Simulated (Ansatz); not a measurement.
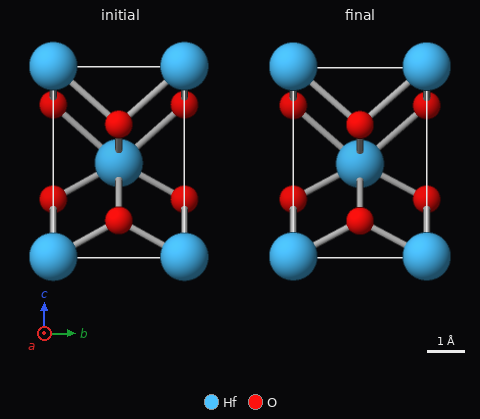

The structure of a crystal of HfO2 (set up in Pmmn) before (left) and after (right) a relaxation, at one scale.

The picture is a ball-and-stick view of the cell of the calculation, seen along the a axis.

Case: uniaxial strain along a of -4.5 %; b, c and atoms relaxed.

Computed with DFT r2SCAN, scalar-relativistic, plane waves, PAW (Ansatz 0.2.0).

Input file:
```yaml
crystal:
  lattice:
    - [3.4158672373, 0.0, 0.0]
    - [0.0, 3.6170636059, 0.0]
    - [0.0, 0.0, 5.2612040357]
  atoms:
    - { symbol: Hf, position: [0.5, 0.5, 0.4960142403] }
    - { symbol: Hf, position: [0.0, 0.0, 0.0039857597] }
    - { symbol: O, position: [0.0, 0.5, 0.6985857851] }
    - { symbol: O, position: [0.5, 0.0, 0.8014142149] }
    - { symbol: O, position: [0.5, 0.0, 0.3055891545] }
    - { symbol: O, position: [0.0, 0.5, 0.1944108455] }
basis:
  ecutwfc: 500
kpoints:
  mp_grid: { grid: [6, 6, 6] }
hamiltonian:
  xc: r2scan
scf:
  occupations: { method: gaussian, width: 0.02 }
output:
  forces: true
  stress: true
  eigenvalues: true
relax:
  adjacent_minimum: "off"
  f_tol: 0.008
  max_steps: 40
  cell: { stress_tol: 0.015, fix: [a, angles] }
```

Run as
```bash
ansatz run input.yaml --threads 1 --pin off --max-ram 2560MiB --backend cpu --events-out ev --progress --plain --runs-dir out
```

Question: Describe what moved and what it gained.

Answer: The largest moves relative to the cell, 0.011 Å, are those of Hf1 and Hf2. Hf2 goes along +c. Largest moves by element: Hf 0.011 Å, O 0.008 Å. The drawn cell changes as follows: a unchanged at 3.416 Å, b 3.617 → 3.680 Å (+1.7 %), c 5.261 → 5.238 Å (−0.4 %); the volume changes by +1.3 %. Among the contacts that change: Hf1–O4 2.419 → 2.444 Å, Hf1–O5 2.067 → 2.084 Å, Hf1–O6 2.331 → 2.325 Å, Hf1–O3 2.013 → 2.018 Å. The space group stays Pmmn (No. 59). After 5 accepted moves (6 points after the start) the energy has fallen by 24.2 meV per cell of the calculation. The largest force component goes from 0.2 to 0.00073 eV/Å. Pressure: 7.48 GPa at the start and 3.87 GPa at the end. The SCF was repeated once at an unchanged geometry on a basis and grid sized afresh for the cell, which shifted the energy by 0.4 meV per cell of the calculation at most.
